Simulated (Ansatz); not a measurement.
# Single-point calculation of BP

- system: BP (F-43m, 2 atoms in the cell)
- method: DFT PBE, scalar-relativistic, plane waves, PAW, no spin polarisation (Ansatz 0.2.0)

The structure derives from an entry of the Crystallography Open Database. Figures and captions count atoms from 1; the log counts them from 0 in places.

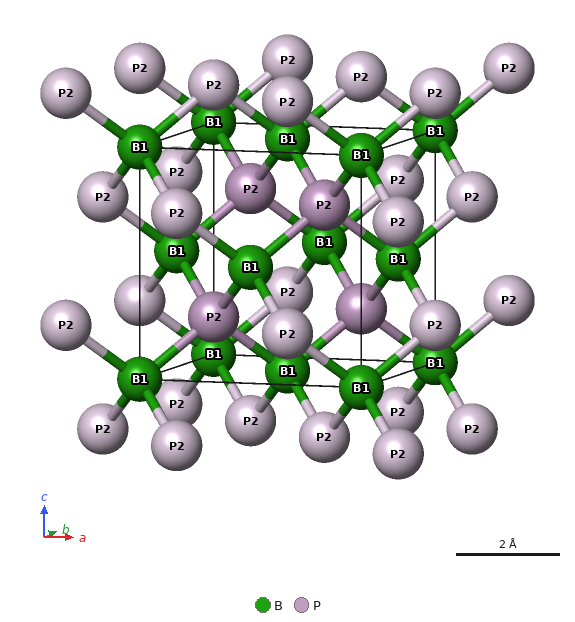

The structure as given in the input (ball-and-stick view of the cell 4 times as large as that of the calculation, set on its symmetry axes, seen slightly off an axis; neighbours outside the cell are drawn fainter; atoms are numbered from 1 in the order of the input). Near neighbours in the crystal (not all of them lie inside the picture): B has 4 P at 1.97 Å; P has 4 B at 1.97 Å.

### The input
```yaml
crystal:
  lattice:
    - [0.0, 2.269, 2.269]
    - [2.269, 0.0, 2.269]
    - [2.269, 2.269, 0.0]
  atoms:
    - { symbol: B, position: [0.0, 0.0, 0.0] }
    - { symbol: P, position: [0.75, 0.75, 0.75] }
basis:
  ecutwfc: 420
kpoints:
  mp_grid: { grid: [12, 12, 12] }
hamiltonian:
  xc: pbe
scf:
  occupations: { method: gaussian, width: 0.05 }
output:
  forces: true
  stress: true
  eigenvalues: true
  write_density: true
  write_potential: true
  elf: true
  volumetric_format: npy
```

Launched with:
```bash
ansatz run input.yaml --threads 1 --pin off --max-ram 1228MiB --backend cpu --events-out ev --progress --plain --runs-dir out
```

### The program's output
```
Engine: ansatz 0.2.0, x86_64-unknown-linux-gnu
Pseudopotentials: kind: paw
Pseudopotential: B, paw, valence charge 3, recommended cutoff 420 eV (normal), B.paw.azcp
Pseudopotential: P, paw, valence charge 5, recommended cutoff 420 eV (normal), P.paw.azcp
Functional definition: PBE
  parameter kappa = 0.804
  parameter beta = 0.06672455060314922
  exchange = pbe_x(kappa = kappa, mu = beta*pi^2/3)
  correlation = pbe_c(beta = beta)
Crystal: 2 atoms, lattice volume = 23.363 Å³
Basis set: ecut = 420 eV, 459 PW (Γ), exchange–correlation on 48×48×48 points (8 copies of the dense FFT grid, shifted against one another)
Bands: 8, of which v1, the nominal top of the filled ones, is band 4 counted from 1 (3 counted from 0)
Symmetry: 24 space group operations
Space group: F-43m (ITA 216), of the structure as read, at distance tolerance 2.9e-5 Å
k-points: 72 of 1728 (time reversal used)
Non-local potential: B, projectors of the file, l = 0: 2, l = 1: 2, l = 2: 1
Non-local potential: P, projectors of the file, l = 0: 2, l = 1: 2, l = 2: 2
PAW form: soft (Blöchl's): semilocal exchange-correlation on the pseudo side does not see the compensation charge
PAW one-centre angular grid: B, 110 points (default); XC on 64 Gauss nodes
PAW one-centre angular grid: P, 110 points (default); XC on 64 Gauss nodes
Initial density: superposition of atomic densities (neutral atoms: chi_scale 0, normalization atom), corrected by the library's trained network
Initial wavefunctions: pseudopotential atomic-orbital guess
Functional: x = pbe(κ = 0.804, μ = 0.2195149727645171), c = pbe(β = 0.06672455060314922)
SCF iter   1: F=—  HF=-912.446583 eV  |F-HF|=—  |Δ(HF+E_count)|=         —  Δρ=1.57e-3  dr2=5.14e-4  ethr=1.77e-3  ⟨swp⟩=6.1  Hψ=5335  notcnv=0
preconditioner: auto → none  [insulator: Δε(μ)=1.235 eV  Ē_g=12.797 eV  σ=0.050 eV  W_gap=1.00  n_scr=0 (ndim 8)  ℏωp=21.7 eV  f_vac=0.000  D(μ)=0.00/eV (n_scr^D=0)  ε∞_Penn≈3.9]
SCF iter   2: F=—  HF=-912.446727 eV  |F-HF|=—  |Δ(HF+E_count)|=   1.43e-4  Δρ=8.71e-4  dr2=1.73e-4  ethr=6.43e-6  ⟨swp⟩=2.2  Hψ=1437  notcnv=0
SCF iter   3: F=—  HF=-912.446694 eV  |F-HF|=—  |Δ(HF+E_count)|=   3.23e-5  Δρ=4.07e-4  dr2=1.80e-5  ethr=2.16e-6  ⟨swp⟩=2.1  Hψ=821  notcnv=0
SCF iter   4: F=—  HF=-912.446715 eV  |F-HF|=—  |Δ(HF+E_count)|=   2.03e-5  Δρ=1.29e-4  dr2=4.84e-6  ethr=2.25e-7  ⟨swp⟩=2.0  Hψ=864  notcnv=0
SCF iter   5: F=—  HF=-912.446713 eV  |F-HF|=—  |Δ(HF+E_count)|=   1.19e-6  Δρ=3.61e-5  dr2=3.82e-7  ethr=6.05e-8  ⟨swp⟩=2.0  Hψ=808  notcnv=0
SCF iter   6: F=-912.446713 eV  HF=-912.446713 eV  |F-HF|=2.30e-8  |Δ(HF+E_count)|=   9.71e-8  Δρ=1.04e-5  dr2=3.19e-8  ethr=1.25e-9  ⟨swp⟩=9.1  Hψ=3995  notcnv=0
SCF 1 converged in 6 iterations: F = -912.446713 eV  dr2 = 3.19e-8
  greatest PAW one-centre occupation: 0.774 electrons in one spin orbital (limit 2), on the P atom at site 1 (counted from 0), in its partial waves of l = 0
```

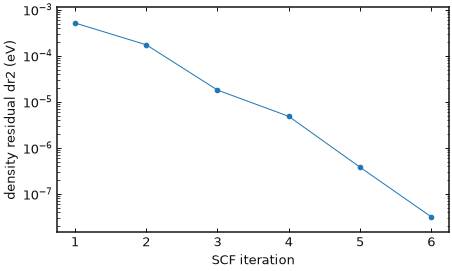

Convergence of the self-consistent field: density residual dr2 against the SCF iteration. The residual falls at every step.

```
SCF converged after 6 iterations
Free energy (F): -912.446713 eV
Harris-Foulkes:  -912.446713 eV  (|F-HF|=2.30e-8)
Internal energy: -912.446713 eV  (E = F + TS)
E sigma→0 (E₀):  -912.446713 eV
Fermi energy:    9.883112 eV
--- Per-component energies (eV) ---
  E_band       = 22.180185
  E_kinetic    = 121.694030
  E_local      = -67.905530  (includes V_loc(G=0)·N_el)
  E_nonlocal   = 45.026896
  E_hartree    = 17.051464
  E_xc         = -94.858846
  E_vxc        = -100.530953  (∫ρ·V_xc dr)
  E_paw        = -647.963209  (= ΣΔE_a)
  E_vpaw       = -10.207444  (= ΣTr[D̂ρ^β])
  E_aug_tail   = 0.000001  (compensation charges beyond the density's cutoff)
  E_ewald      = -285.491518
  E_smearing   = -0.000000  (= −TS)
  E_closure    = -0.000000  (closes the sum)
  Σ components = -912.446713   (vs F -912.446713, Δ=0.00e0)
--- Forces (eV/Å), atoms counted from 1 ---
  atom   1  B     -0.00000000     0.00000000     0.00000000
  atom   2  P      0.00000000     0.00000000     0.00000000
  max |Σ_I F_I| component: 2.78e-16 eV/Å
--- Stress (GPa, compression-positive) ---
        1.129238      -0.000000       0.000000
        0.000000       1.129238       0.000000
       -0.000000       0.000000       1.129238
  P = ⅓ Tr σ = 1.1292 GPa (11.292 kbar)
--- Band table (eV; the first three rows and the last of 72) ---
  k-point 0: bands = ["-6.1926", "9.2642", "9.2642", "9.2642", "12.6682", "12.6682", "12.6682", "16.6358"]
  k-point 1: bands = ["-6.0674", "8.3051", "9.0509", "9.0509", "12.9629", "12.9629", "13.0185", "17.0036"]
  k-point 2: bands = ["-5.6951", "6.4303", "8.6002", "8.6002", "13.2828", "13.5700", "13.5700", "17.9229"]
  k-point 71: bands = ["-1.0650", "1.2071", "3.5933", "3.7975", "14.5894", "16.0227", "16.5004", "16.7066"]
```

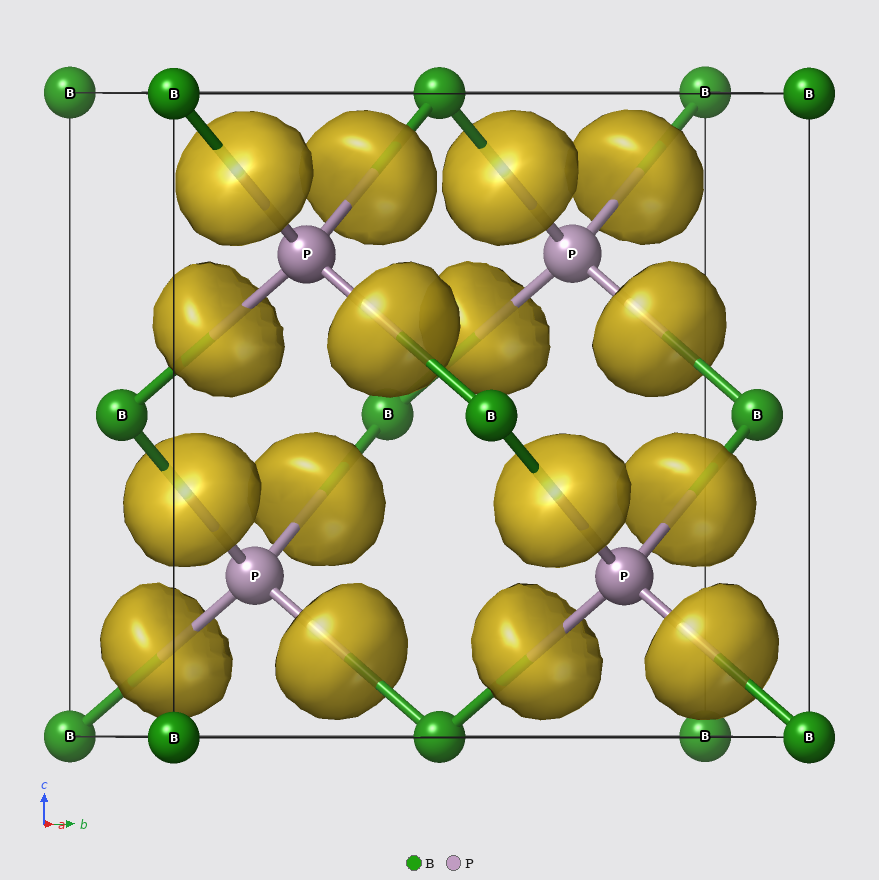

Isosurface of the ELF at 0.85 (yellow), seen at an oblique angle. Only the valence region is drawn (cores and ρ < 0.01 e/Å³ removed). Sticks mark near contacts. The outline is the cell set on symmetry axes. Values along the shortest contacts: B–P (1.97 Å): the ELF peaks at about 0.95 between the atoms (a shared electron pair). In a PAW calculation such maps are meaningful between the atoms, not at the nuclei.

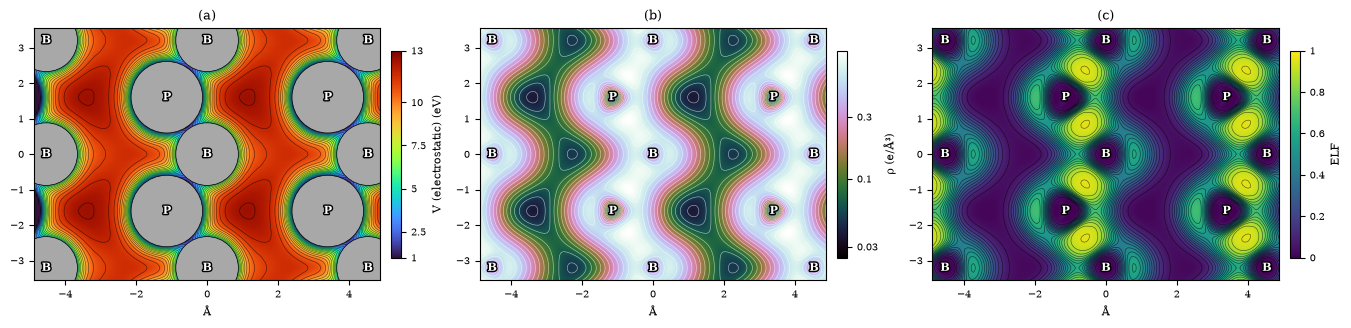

(a) electrostatic potential (local pseudopotential plus Hartree) felt by an electron; (b) valence electron density; (c) ELF on the (101) plane of the conventional cell. Grey discs, where drawn, cover atomic cores. Atoms in the plane: B and P. Away from the nuclei the density in this plane falls to 0.04 e/Å³ at its lowest. Outside the cores the potential energy rises away from the atoms and is highest about 2.0 Å from the nearest atoms; outside the discs it spans about 11 eV, and its zero is arbitrary.

### Key numbers

| quantity | value |
| --- | --- |
| outcome | converged |
| space group (tolerance 0.01 Å) | F-43m (216) |
| electrons treated | 8 |
| free energy | −912.4467 eV |
| Fermi energy | 9.883 eV |
| gap on the k-point mesh | 1.24 eV |
| pressure | 1.13 GPa |
| largest force (length of the vector) | under 0.001 eV/Å |
| hardware | 1 thread of an x86-64 CPU, shared host |
| wall time | 3.5 s |
| peak memory | 0.35 GiB |
